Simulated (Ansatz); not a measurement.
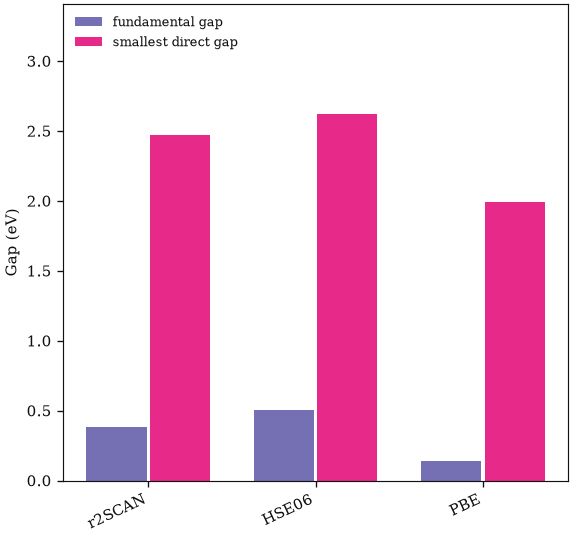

Gaps of Mg₂Si, space group I4/mmm, 3 atoms in the cell, antifluorite type, epitaxial (xy) strain −1.0%, at several levels of theory on one cell (Ansatz, plane waves and PAW; edges over the mesh and the special points).

Question: How does the gap depend on the level, and does its kind change?

Answer: In rising order: PBE 0.14 eV, r2SCAN 0.38 eV and HSE06 0.50 eV. It is indirect at every level.
